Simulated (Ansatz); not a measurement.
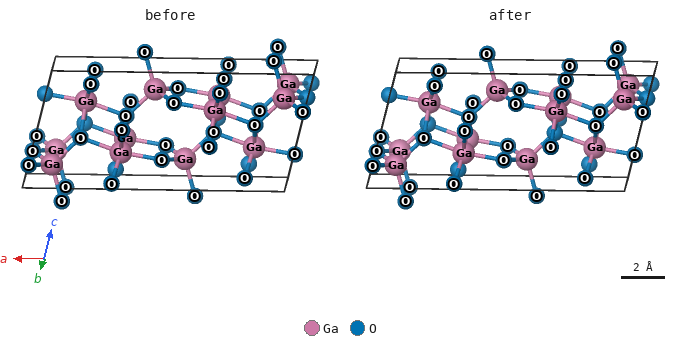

The structure of a crystal of Ga2O3 (built on the beta-gallia host type) before (left) and after (right) a relaxation, at one scale.

Style: ball-and-stick. Shown: the conventional cell (2 times the calculation's cell), from a free direction. Lengths and directions refer to the drawn axes.

These are results of DFT, r2SCAN, plane waves, PAW (Ansatz 0.2.0), not measurements.

Input file:
```yaml
crystal:
  lattice:
    - [6.227064121, -1.5416333329, 0.006229174]
    - [6.227064121, 1.5416333329, 0.006229174]
    - [-1.3979713165, 0.0, 5.7089230089]
  atoms:
    - { symbol: Ga, position: [0.3414968551, 0.3414968551, 0.6858235356] }
    - { symbol: Ga, position: [0.6585031449, 0.6585031449, 0.3141764644] }
    - { symbol: Ga, position: [0.9100739521, 0.9100739521, 0.205272246] }
    - { symbol: Ga, position: [0.0899260479, 0.0899260479, 0.794727754] }
    - { symbol: O, position: [0.5039749285, 0.5039749285, 0.7433111701] }
    - { symbol: O, position: [0.4960250715, 0.4960250715, 0.2566888299] }
    - { symbol: O, position: [0.8263039783, 0.8263039783, 0.4356635097] }
    - { symbol: O, position: [0.1736960217, 0.1736960217, 0.5643364903] }
    - { symbol: O, position: [0.1635085042, 0.1635085042, 0.1092008779] }
    - { symbol: O, position: [0.8364914958, 0.8364914958, 0.8907991221] }
kpoints:
  mp_grid: { grid: [8, 8, 4] }
hamiltonian:
  xc: r2scan
scf:
  occupations: { method: fermi_dirac, width: 0.02 }
relax:
  f_tol: 0.005
  cell: {}
```

Run as
```bash
ansatz run input.yaml --threads 2 --pin off --max-ram 29491MiB --backend cpu --events-out ev --progress --plain --runs-dir out
```

Q: Describe what moved and what it gained.

A: The largest moves relative to the cell, 0.009 Å, are those of O9 and O10. O9 goes along +a. Largest moves by element: O 0.009 Å, Ga 0.007 Å. Cell: a 12.454 → 12.255 Å (−1.6 %), b 3.083 → 3.039 Å (−1.4 %), c 5.878 → 5.808 Å (−1.2 %), β 103.7° → 103.8°. Volume −4.2 %. Some distances before and after: Ga1–O8 2.042 → 2.010 Å, Ga1–O7 2.108 → 2.076 Å, Ga3–O7 1.895 → 1.867 Å, Ga3–O10 1.858 → 1.834 Å. The space group stays C2/m (No. 12). After 5 accepted moves (6 points after the start) the energy has fallen by 0.117 eV per cell of the calculation. The largest force component goes from 0.21 to 0.0012 eV/Å. The pressure goes from −8.00 to 0.01 GPa. The SCF was repeated once at an unchanged geometry on a basis and grid sized afresh for the cell, which shifted the energy by 3.6 meV per cell of the calculation at most. Cost: 2.1 min on 2 threads of AMD EPYC 7R13 Processor (Zen 3) (shared host), peak memory 1 GiB.
